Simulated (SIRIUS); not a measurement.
**Energy of MgO along an even scaling of the cell**

System: MgO (F-43m, 2 atoms in the cell).
Method: Kohn-Sham DFT of a periodic cell, PBE, dojo-sr-pbe-0.4.1-standard, no spin polarisation (SIRIUS 7.10.0).

The 7 runs differ only in the geometry, by an even scaling of the cell at fixed fractional positions. The structure was built on a prototype by a generator; it need not be a known phase.

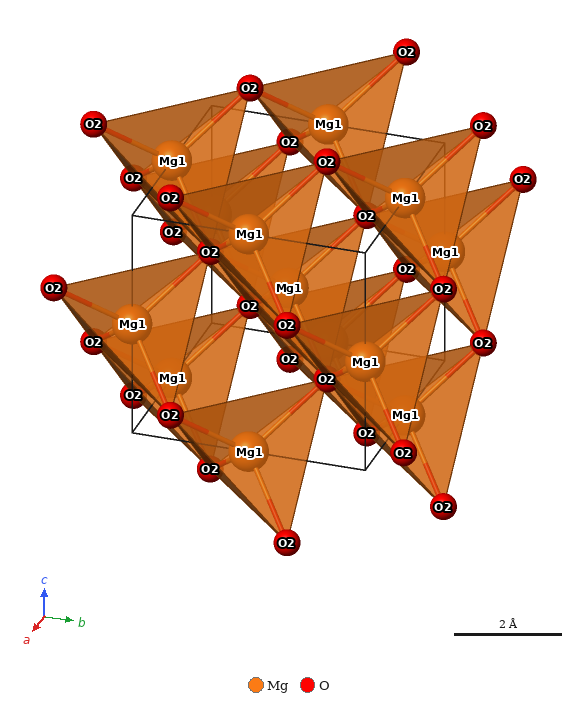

Figure 1. The structure of run 4 (polyhedral view of the cell 4 times as large as that of the calculation, set on its symmetry axes, seen at an oblique angle; polyhedra are completed across the faces of the cell; atoms are numbered from 1 in the order of the input). An atom can appear more than once, as a periodic image.

**Input of run 4**
```
{
  "control": {
    "processing_unit": "cpu",
    "verbosity": 2,
    "num_bands_to_print": 15,
    "print_forces": true,
    "print_stress": true
  },
  "parameters": {
    "electronic_structure_method": "pseudopotential",
    "xc_functionals": ["XC_GGA_X_PBE", "XC_GGA_C_PBE"],
    "gk_cutoff": 9.2,
    "pw_cutoff": 18.4,
    "ngridk": [10, 10, 10],
    "shiftk": [0, 0, 0],
    "smearing": "fermi_dirac",
    "smearing_width": 0.0018374661,
    "num_bands": 15,
    "num_mag_dims": 0,
    "num_dft_iter": 100,
    "energy_tol": 1e-08,
    "density_tol": 1e-06
  },
  "iterative_solver": {
    "type": "davidson",
    "min_tolerance": 1e-09,
    "tolerance_scale": [0.1, 0.25]
  },
  "mixer": {
    "type": "anderson",
    "beta": 0.7,
    "max_history": 8
  },
  "settings": {
    "tol_ne": 1e-10,
    "pseudo_grid_cutoff": 6.5
  },
  "unit_cell": {
    "lattice_vectors": [
      [0.0, 4.358010799567, 4.358010799567],
      [4.358010799567, 0.0, 4.358010799567],
      [4.358010799567, 4.358010799567, 0.0]
    ],
    "atom_coordinate_units": "lattice",
    "atom_types": ["Mg", "O"],
    "atom_files": {
      "Mg": "Mg.json",
      "O": "O.json"
    },
    "atoms": {
      "Mg": [
        [0.5, 0.5, 0.5]
      ],
      "O": [
        [0.75, 0.75, 0.75]
      ]
    }
  }
}
```

Command:
```bash
upf_to_json Mg.upf
upf_to_json O.upf
OMP_NUM_THREADS=1 sirius.scf --input=sirius.json --output=out.json --task=0
```

Run 6 differs from it as follows:
```diff
-      [0.0, 4.358010799567, 4.358010799567],
-      [4.358010799567, 0.0, 4.358010799567],
-      [4.358010799567, 4.358010799567, 0.0]
+      [0.0, 4.415359623505, 4.415359623505],
+      [4.415359623505, 0.0, 4.415359623505],
+      [4.415359623505, 4.415359623505, 0.0]
```

**Results, with one run withheld**

| run | volume per atom (Å³) | free energy per atom, from the lowest run given (meV) | pressure (GPa) | gap on the mesh (eV) |
| --- | --- | --- | --- | --- |
| 1 | 11.529 | 17.11 | 7.86 | 3.84 |
| 2 | 11.774 | 7.28 | 4.93 | 3.72 |
| 3 | 12.020 | 1.71 | 2.29 | 3.60 |
| 4 | 12.265 | 0.00 | −0.10 | 3.49 |
| 5 | 12.510 | 1.77 | −2.26 | 3.38 |
| 6 | 12.756 | ? | ? | ? |
| 7 | 13.001 | 14.44 | −5.97 | 3.17 |

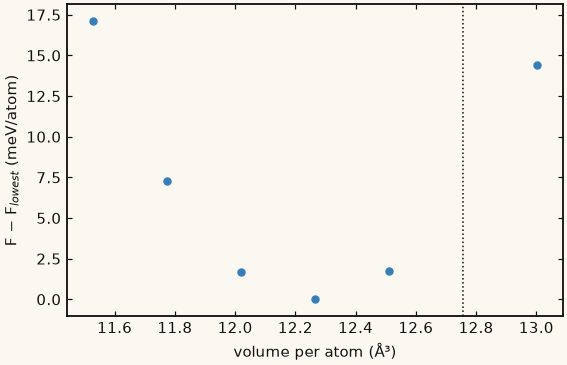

Figure 2. Free energy per atom of the runs given; the dotted line marks run 6.

Estimate the energy of run 6 from the others.

A cubic polynomial in V^(−2/3) (the Birch–Murnaghan form), fitted to the 6 runs given, misses them by under 0.01 meV per atom. With x = V^(−2/3) − 0.18903 Å⁻², it reads F = 0.24413 + 518.57 x + 2.7696e+05 x² + 79978 x³ (meV per atom). At run 6 it gives 6.70 meV per atom, and the run itself gives 6.68. The slope of the fit gives a pressure −dF/dV of −4.17 GPa there, and the run prints −4.21 GPa. The fit has its minimum at 12.259 Å³ per atom, where V d²F/dV² gives 114 GPa: the bulk modulus at this level, since symmetry fixes the shape and the positions. The gap on the mesh goes, without turning, from 3.84 eV in run 1 to 3.17 eV in run 7; run 6 has 3.27 eV. These are gaps of this functional on this mesh, which can miss the band edges; they aren't the measured gap.

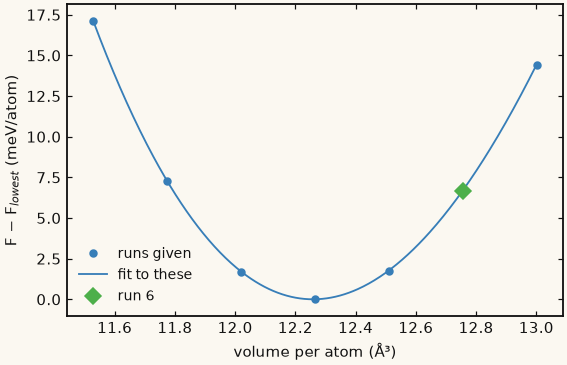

Figure 3. The fit and the withheld run.

**Some lines of the output (run 6)**
```
[...]
[find] band gap (eV)                  :       3.27253737
[find] Efermi                         :       0.20394514
[find] Total energy                   :     -76.04323840 (Ha),    -152.08647680 (Ry)
[find] Free energy (E-TS)             :     -76.04323840 (Ha),    -152.08647680 (Ry)
[find] band gap (eV)                  :       3.27218022
[find] Efermi                         :       0.20395076
[find] band gap (eV)                  :       3.27252648
[find] Efermi                         :       0.20395241
[find] band gap (eV)                  :       3.27280879
[find] Efermi                         :       0.20174579
[find] band gap (eV)                  :       3.27286826
[find] Efermi                         :       0.20174595
[find] band gap (eV)                  :       3.27283956
[find] Efermi                         :       0.20174569
```
